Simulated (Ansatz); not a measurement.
# What a change does: single-point calculation on ZnS

System: ZnS (2 atoms in the cell).
Method of run A: DFT r2SCAN, scalar-relativistic, plane waves, PAW, no spin polarisation (Ansatz 0.2.0).

The structure derives from an entry of the Crystallography Open Database. Text and figures count atoms from 1; the logs count them from 0 in places.

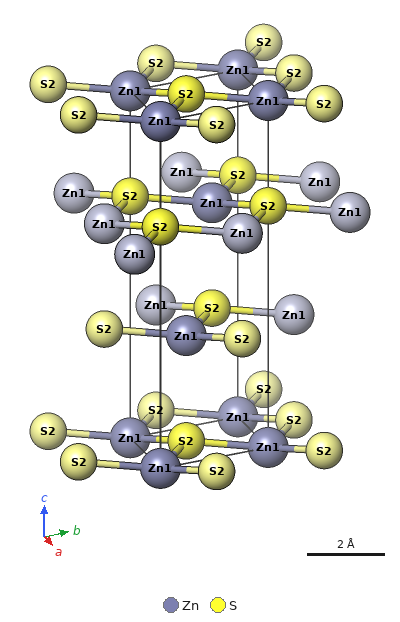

**Figure 1.** The input geometry (ball-and-stick view of the cell 3 times as large as that of the calculation, set on its symmetry axes, seen slightly off an axis; neighbours outside the cell are drawn fainter; atoms are numbered from 1 in the order of the input). An atom can appear more than once, as a periodic image.

## The input, run A
```yaml
crystal:
  lattice:
    - [0.0, 2.6945131942, 2.6945131942]
    - [2.6945131942, 0.0, 2.6945131942]
    - [2.6945131942, 2.6945131942, 0.0]
  atoms:
    - { symbol: Zn, position: [0.0, 0.0, 0.0] }
    - { symbol: S, position: [0.9107016447, 0.6964327851, 0.6964327851] }
basis:
  ecutwfc: 500
kpoints:
  mp_grid: { grid: [8, 8, 8] }
hamiltonian:
  xc: r2scan
scf:
  occupations: { method: gaussian, width: 0.05 }
output:
  forces: true
  stress: true
  eigenvalues: true
```

Launched with:
```bash
ansatz run input.yaml --threads 1 --pin off --max-ram 2560MiB --backend cpu --events-out ev --progress --plain --runs-dir out
```

Hardware: 1 thread of Intel Xeon @ 2.70GHz, 189 GiB of memory available, shared host.

## Output, shortened to warnings, some set-up lines, iterations and results (run A)
```
Basis set: ecut = 500 eV, 965 PW (Γ), exchange–correlation on 120×120×120 points (64 copies of the dense FFT grid, shifted against one another)
Symmetry: 6 space group operations
k-points: 65 of 512 (time reversal used)
Initial density: superposition of atomic densities (neutral atoms: chi_scale 0, normalization atom), corrected by the library's trained network
[...]
SCF iter   1: F=—  HF=-4233.118616 eV  |F-HF|=—  |Δ(HF+E_count)|=         —  Δρ=1.55e-2  dr2=4.71e-2  dr2_τ=8.49e-3  ethr=1.77e-3  ⟨swp⟩=5.7  Hψ=5360  notcnv=0
SCF iter   2: F=—  HF=-4233.122184 eV  |F-HF|=—  |Δ(HF+E_count)|=   3.57e-3  Δρ=4.78e-3  dr2=8.39e-3  dr2_τ=3.38e-4  ethr=2.62e-4  ⟨swp⟩=2.9  Hψ=2268  notcnv=0
SCF iter   3: F=—  HF=-4233.116886 eV  |F-HF|=—  |Δ(HF+E_count)|=   5.30e-3  Δρ=2.87e-3  dr2=1.33e-3  dr2_τ=8.83e-6  ethr=4.66e-5  ⟨swp⟩=2.0  Hψ=1625  notcnv=0
SCF iter   4: F=—  HF=-4233.117192 eV  |F-HF|=—  |Δ(HF+E_count)|=   3.06e-4  Δρ=2.40e-4  dr2=3.63e-5  dr2_τ=2.05e-6  ethr=7.38e-6  ⟨swp⟩=2.0  Hψ=1946  notcnv=0
SCF iter   5: F=—  HF=-4233.117180 eV  |F-HF|=—  |Δ(HF+E_count)|=   1.18e-5  Δρ=8.94e-5  dr2=3.01e-6  dr2_τ=3.94e-8  ethr=2.02e-7  ⟨swp⟩=2.2  Hψ=1114  notcnv=0
SCF iter   6: F=-4233.117180 eV  HF=-4233.117180 eV  |F-HF|=1.30e-8  |Δ(HF+E_count)|=   1.03e-7  Δρ=9.12e-6  dr2=1.67e-8  dr2_τ=2.01e-9  ethr=5.56e-10  ⟨swp⟩=3.5  Hψ=3717  …
SCF 1 converged in 6 iterations: F = -4233.117180 eV  dr2 = 1.67e-8
SCF converged after 6 iterations
Free energy (F): -4233.117180 eV
Harris-Foulkes:  -4233.117180 eV  (|F-HF|=1.30e-8)
Internal energy: -4233.117180 eV  (E = F + TS)
E sigma→0 (E₀):  -4233.117180 eV
Fermi energy:    6.969159 eV
--- Per-component energies (eV) ---
  E_band       = -3.666555
  E_kinetic    = 238.512211
  E_local      = -2049.552569  (includes V_loc(G=0)·N_el)
  E_nonlocal   = 645.858223
  E_hartree    = 858.709900
  E_xc         = -216.287632
  E_vxc        = -148.927567  (∫ρ·V_xc dr)
  E_paw        = -2458.990820  (= ΣΔE_a)
  E_vpaw       = -414.364610  (= ΣTr[D̂ρ^β])
  E_aug_tail   = -0.000071  (compensation charges beyond the density's cutoff)
  E_vtau       = 7.389944  (kinetic-family band-sum trace: ∫τ·v_τ [+ j·A + Jᵃ·Aᵃ] dr)
  E_ewald      = -1251.074038
  E_core_change = -0.292385  (= ΣΔE_core)
  E_smearing   = -0.000000  (= −TS)
  E_closure    = 0.000000  (closes the sum)
  Σ components = -4233.117180   (vs F -4233.117180, Δ=0.00e0)
--- Forces (eV/Å), atoms counted from 1 ---
  atom   1  Zn    -0.44650575     0.44650575     0.44650575
  atom   2  S      0.44649005    -0.44649005    -0.44649005
  max |Σ_I F_I| component: 1.57e-5 eV/Å
--- Stress (GPa, compression-positive) ---
        3.836270       2.290494       2.290494
        2.290494       3.836270      -2.290494
        2.290494      -2.290494       3.836270
  P = ⅓ Tr σ = 3.8363 GPa (38.363 kbar)
```

Run B used a changed input.

## The two runs side by side

| quantity | run A | run B |
| --- | --- | --- |
| outcome | converged | converged |
| free energy per atom (eV) | −2116.5586 | −2116.5880 |
| gap on the mesh (eV) | 2.80 | 2.61 |
| pressure (GPa) | 3.84 | 3.09 |
| largest force (eV/Å) | 0.773 | 2.641 |
| SCF iterations | 6 | 6 |
| irreducible k-points | 65 | 65 |
| plane waves at Γ | 965 | 965 |
| wall time (shared host) | 9.5 s | 6.3 s |

Which change of the input explains these differences?

The change (lines with − go, lines with + come):
```diff
-    - { symbol: S, position: [0.9107016447, 0.6964327851, 0.6964327851] }
+    - { symbol: S, position: [0.6696491777, 0.7767836074, 0.7767836074] }
```

With the same functional and potentials, run B lies 29.4 meV per atom lower. The gap on the mesh goes from 2.80 to 2.61 eV. The pressure goes from 3.84 to 3.09 GPa. The largest force goes from 0.773 to 2.641 eV/Å. The number of SCF iterations is the same. On the same kind of shared host run B took about 0.66 times as long.

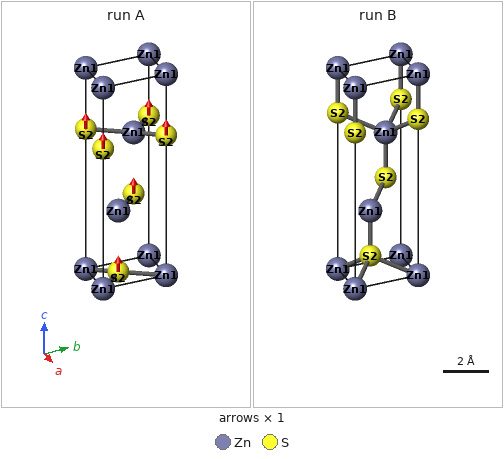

**Figure 2.** The two input geometries at one scale (ball-and-stick view of the cell 3 times as large as that of the calculation, set on its symmetry axes, seen slightly off an axis). The red arrows on the first give the shifts of the atoms relative to the cell, at true length. The atom that moves furthest is S2 (0.75 Å). Zn stays in place. The cell doesn't change. Among the contacts that change: Zn1–S2 2.834 → 2.084 Å.

## Output, shortened to warnings, some set-up lines, iterations and results (run B)
```
Basis set: ecut = 500 eV, 965 PW (Γ), exchange–correlation on 120×120×120 points (64 copies of the dense FFT grid, shifted against one another)
Symmetry: 6 space group operations
k-points: 65 of 512 (time reversal used)
Initial density: superposition of atomic densities (neutral atoms: chi_scale 0, normalization atom), corrected by the library's trained network
[...]
SCF iter   1: F=—  HF=-4233.177128 eV  |F-HF|=—  |Δ(HF+E_count)|=         —  Δρ=1.56e-2  dr2=4.64e-2  dr2_τ=8.35e-3  ethr=1.77e-3  ⟨swp⟩=5.6  Hψ=5343  notcnv=0
SCF iter   2: F=—  HF=-4233.180866 eV  |F-HF|=—  |Δ(HF+E_count)|=   3.74e-3  Δρ=4.66e-3  dr2=8.33e-3  dr2_τ=3.36e-4  ethr=2.58e-4  ⟨swp⟩=2.7  Hψ=2230  notcnv=0
SCF iter   3: F=—  HF=-4233.175695 eV  |F-HF|=—  |Δ(HF+E_count)|=   5.17e-3  Δρ=2.95e-3  dr2=1.40e-3  dr2_τ=8.87e-6  ethr=4.63e-5  ⟨swp⟩=2.0  Hψ=1625  notcnv=0
SCF iter   4: F=—  HF=-4233.175955 eV  |F-HF|=—  |Δ(HF+E_count)|=   2.60e-4  Δρ=2.10e-4  dr2=2.71e-5  dr2_τ=1.38e-6  ethr=7.77e-6  ⟨swp⟩=2.0  Hψ=1935  notcnv=0
SCF iter   5: F=—  HF=-4233.175948 eV  |F-HF|=—  |Δ(HF+E_count)|=   6.55e-6  Δρ=7.69e-5  dr2=2.04e-6  dr2_τ=3.79e-8  ethr=1.51e-7  ⟨swp⟩=2.1  Hψ=1109  notcnv=0
SCF iter   6: F=-4233.175949 eV  HF=-4233.175949 eV  |F-HF|=1.14e-8  |Δ(HF+E_count)|=   9.12e-8  Δρ=9.37e-6  dr2=2.51e-8  dr2_τ=2.58e-9  ethr=5.56e-10  ⟨swp⟩=3.5  Hψ=3709  …
SCF 1 converged in 6 iterations: F = -4233.175949 eV  dr2 = 2.51e-8
SCF converged after 6 iterations
Free energy (F): -4233.175949 eV
Harris-Foulkes:  -4233.175949 eV  (|F-HF|=1.14e-8)
Internal energy: -4233.175949 eV  (E = F + TS)
E sigma→0 (E₀):  -4233.175949 eV
Fermi energy:    7.046151 eV
--- Per-component energies (eV) ---
  E_band       = -2.773474
  E_kinetic    = 238.192162
  E_local      = -2048.400560  (includes V_loc(G=0)·N_el)
  E_nonlocal   = 646.234009
  E_hartree    = 858.755683
  E_xc         = -216.129991
  E_vxc        = -148.709743  (∫ρ·V_xc dr)
  E_paw        = -2459.337470  (= ΣΔE_a)
  E_vpaw       = -414.972478  (= ΣTr[D̂ρ^β])
  E_aug_tail   = -0.000075  (compensation charges beyond the density's cutoff)
  E_vtau       = 7.372468  (kinetic-family band-sum trace: ∫τ·v_τ [+ j·A + Jᵃ·Aᵃ] dr)
  E_ewald      = -1252.197321
  E_core_change = -0.292385  (= ΣΔE_core)
  E_smearing   = -0.000000  (= −TS)
  E_closure    = 0.000000  (closes the sum)
  Σ components = -4233.175949   (vs F -4233.175949, Δ=0.00e0)
--- Forces (eV/Å), atoms counted from 1 ---
  atom   1  Zn     1.52474783    -1.52474783    -1.52474783
  atom   2  S     -1.52476203     1.52476203     1.52476203
  max |Σ_I F_I| component: 1.42e-5 eV/Å
--- Stress (GPa, compression-positive) ---
        3.092785      -5.938518      -5.938518
       -5.938518       3.092785       5.938518
       -5.938518       5.938518       3.092785
  P = ⅓ Tr σ = 3.0928 GPa (30.928 kbar)
```
